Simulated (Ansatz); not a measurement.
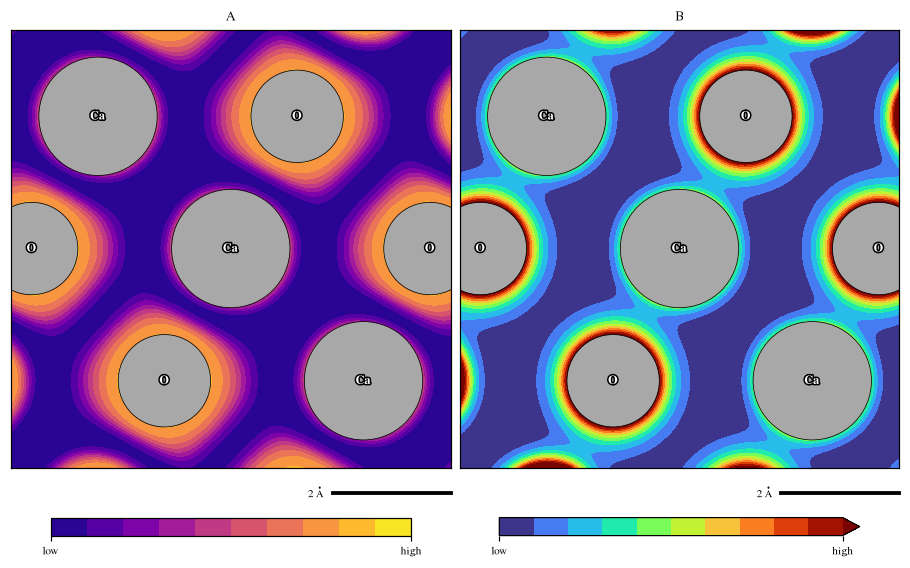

CaO: 2 fields on the (110) plane of the conventional cell, with unlabelled colour scales. Grey discs cover the atomic cores.

Space group R-3m; computed pressure about −10 GPa in this cell.

All numbers below come from DFT r2SCAN, scalar-relativistic, plane waves, PAW (Ansatz 0.2.0).

Question: The panels show electron localisation function and valence pseudo-density in some order. Assign them.

Answer: Panel A: electron localisation function. Panel B: valence pseudo-density. From the grid: Ca–O (2.51 Å): the density is about 0.2 e/Å³ at the midpoint; the ELF is about 0.10 at the midpoint: a largely ionic contact.
